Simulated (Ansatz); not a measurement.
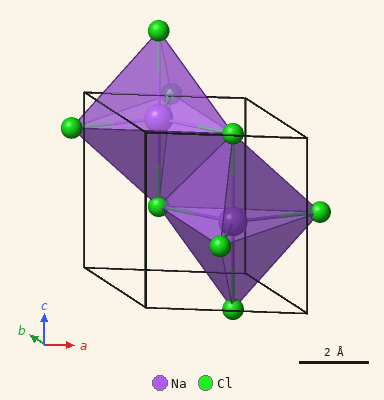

Crystal structure, polyhedral style, seen from a general direction. The simulation cell is outlined; an atom on or near a face, edge or corner is repeated at each equivalent position. A few atoms beyond the faces are included.

The program read this input:
```yaml
crystal:
  lattice:
    - [4.7210773642, 0.0, 0.0]
    - [-2.3605386821, 4.0885729306, 0.0]
    - [0.0, 0.0, 5.2737459728]
  atoms:
    - { symbol: Na, position: [0.3333333333, 0.6666666667, -0.0625] }
    - { symbol: Na, position: [0.6666666667, 0.3333333333, 0.4375] }
    - { symbol: Cl, position: [0.3333333333, 0.6666666667, 0.4375] }
    - { symbol: Cl, position: [0.6666666667, 0.3333333333, 0.9375] }
kpoints:
  mp_grid: { grid: [6, 6, 4] }
  band_path:
    path:
      - [0.0, 0.0, 0.0]
      - [0.5, 0.0, 0.0]
      - [0.3333333333, 0.3333333333, 0.0]
      - [0.0, 0.0, 0.5]
      - [0.5, 0.0, 0.5]
      - [0.3333333333, 0.3333333333, 0.5]
    npoints: 1
hamiltonian:
  xc: hse06
scf:
  occupations: { method: fixed }
  n_extra_bands: 5
output:
  forces: true
  stress: true
  eigenvalues: true
  write_density: true
  write_potential: true
  elf: true
  volumetric_format: npy
```
Run as:
```sh
ansatz run input.yaml --threads 4 --pin off --max-ram 3686MiB --backend cpu --events-out ev --progress --plain --runs-dir out
```

Theory: DFT, HSE06, plane waves, PAW (Ansatz 0.2.0). Numerical settings: wavefunction cutoff 420 eV, Brillouin-zone sampling on a 6×6×4 mesh, no spin polarisation.

### Does it come out as a metal, or with a gap?

An insulator at this level, with a gap of 6.32 eV, direct.

### Which way would the volume go on relaxing?

The computed pressure is 2.1 GPa (compressed: it would expand). The stress isn't hydrostatic: its largest component is 4.3 GPa.

Starting structure: a structure type filled with these elements by a generator (whether the compound takes this form wasn't checked). The cell was then strained or its atoms displaced on purpose. It went into a calculation with Ansatz.
